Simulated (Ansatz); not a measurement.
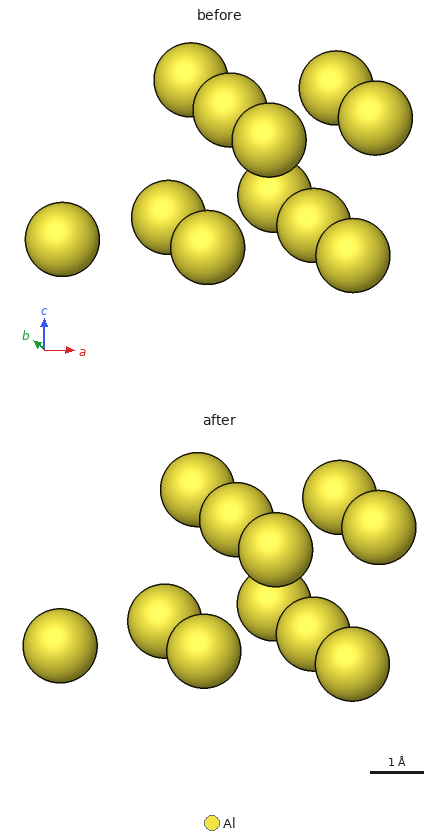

The structure of a slab of composition Al (cut from the Fm-3m phase) before (top) and after (bottom) a constrained relaxation, at one scale.

Style: spheres-only. Shown: the atoms within 4.2 Å of the atom that moves most (axes of the 1 × 3 repeat of the cell, outlined in the plane, without the vacuum (origin shifted)), slightly off an axis.

Case: stripe over 2 of 6 cells, two steps. 12 atoms are held fixed.

Theory: DFT PBEsol, scalar-relativistic, plane waves, PAW (Ansatz). (plane-wave cutoff 420 eV; k-point mesh 2 × 12 × 1; occupations gaussian; smearing width 0.1 eV; no spin polarisation; dipole correction; atoms relaxed in a fixed cell; force threshold 0.02 eV/Å; at most 45 steps)

Summarise the run.

Answer. Over 2 accepted moves (3 points after the start) the energy falls by 59.0 meV per cell of the calculation. Largest force component: 0.32 eV/Å at the start, 0.015 eV/Å at the end. 1 step only repeated the SCF at the same geometry. The largest move is that of an Al atom, 0.16 Å at 53° to the normal (−c side). The cell doesn't change. Near-neighbour distances that change, for instance: Al–Al 2.839 → 2.738 Å, Al–Al 2.839 → 2.896 Å, Al–Al 2.839 → 2.789 Å, Al–Al 2.839 → 2.813 Å. Cost: 47 s on 4 threads of Intel(R) Xeon(R) 6975P-C (Granite Rapids) (shared host), peak memory 1.7 GiB.
